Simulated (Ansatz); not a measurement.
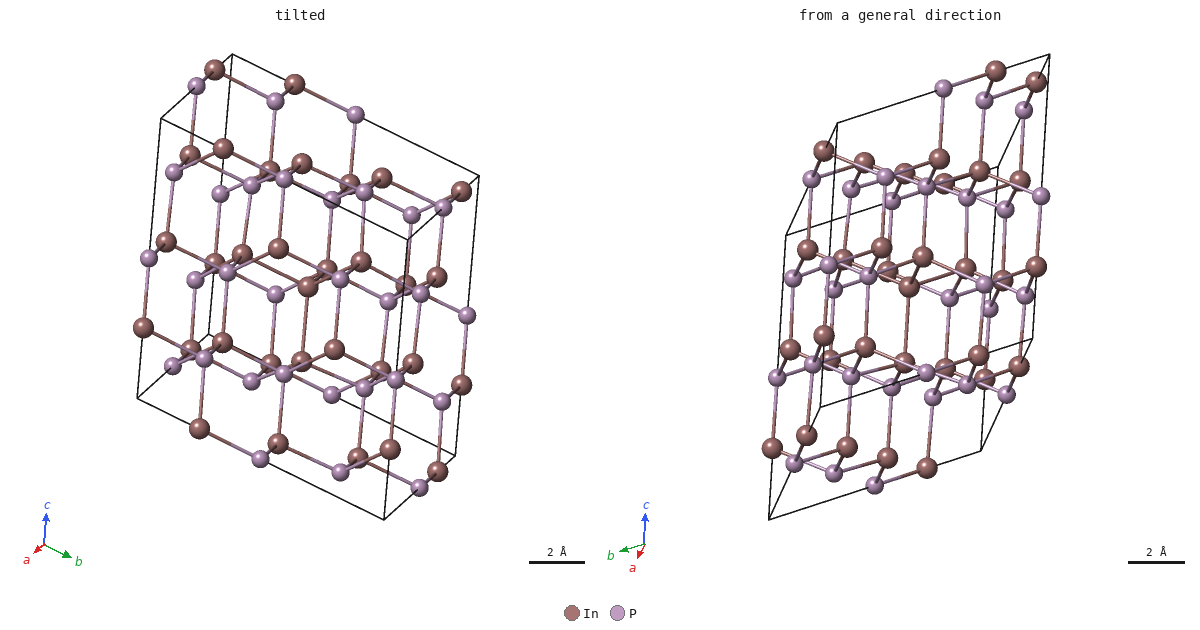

View slightly off an axis and from a general direction, drawn as a ball-and-stick model. The edges of the supercell are marked. The host is InP, in a cell of 32 sites, and the cell is neutral.

**What imperfection does the supercell contain?**

Indium on a phosphorus site (an antisite). It is bonded to four In in a tetrahedral arrangement at about 2.8 Å.

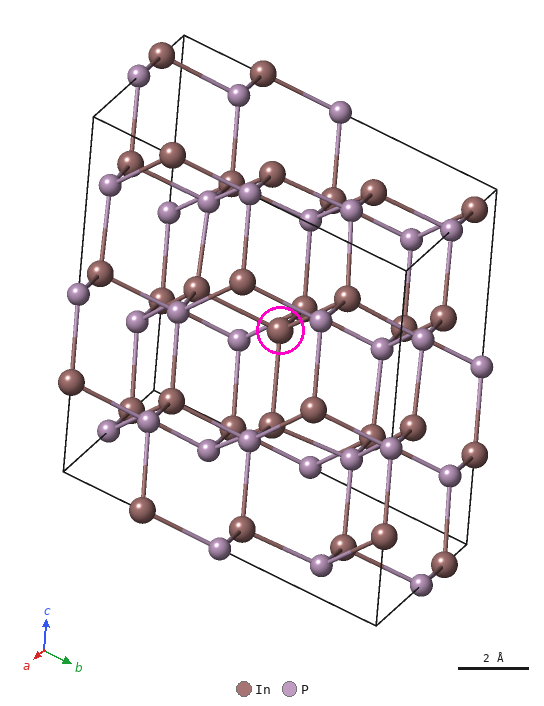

The same cell with a ring at the defect's site.

The atoms were relaxed in the host's cell with Ansatz, DFT PBE, scalar-relativistic, plane waves, PAW.
